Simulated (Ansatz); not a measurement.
```
Ti Al
1.0
     5.55950    0.00000    0.00000
    -2.77975    4.81467    0.00000
     0.00000    0.00000    5.11450
Ti Al
6 2
Direct
  0.83025 0.16975 0.25000
  0.66051 0.83025 0.75000
  0.83025 0.66051 0.25000
  0.16975 0.83025 0.75000
  0.33949 0.16975 0.25000
  0.16975 0.33949 0.75000
  0.33333 0.66667 0.25000
  0.66667 0.33333 0.75000
```

Space group P6₃/mmc; a point of a scan over the structure, not its minimum; computed pressure about −9 GPa in this cell; computed without spin polarisation; PAW files of the earlier set (soft_1).

All numbers below come from DFT LDA, scalar-relativistic, plane waves, PAW (Ansatz 0.2.0).

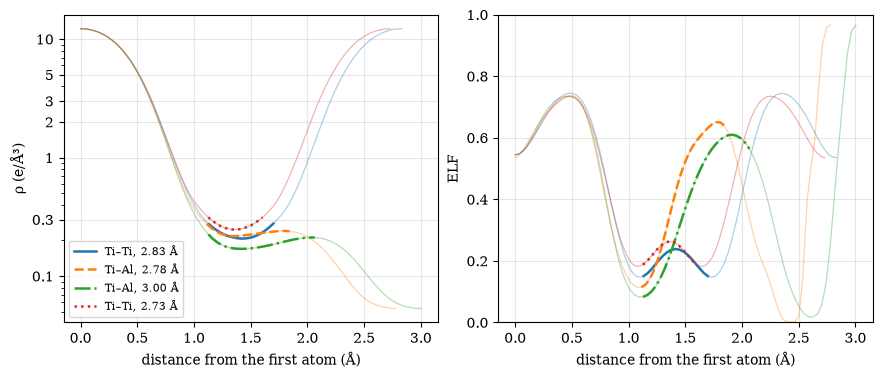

Ti₃Al. Valence electron density and ELF along straight lines between neighbouring atoms. Thin, pale parts lie inside the atomic spheres.

In a PAW calculation such maps are meaningful between the atoms, not at the nuclei.

Compare the contacts.

Ti–Ti (2.83 Å): the density is about 0.21 e/Å³ at the midpoint; the ELF is about 0.25 at the midpoint (no localised pair shows between them).
Ti–Al (2.78 Å): ρ is about 0.22 e/Å³ halfway; the ELF is about 0.40 at the midpoint.
Ti–Al (3.00 Å): the density is about 0.17 e/Å³ at the midpoint; the ELF is about 0.35 at the midpoint.
Ti–Ti (2.73 Å): ρ is about 0.25 e/Å³ halfway; the ELF is about 0.25 at the midpoint: no localised pair shows between them.
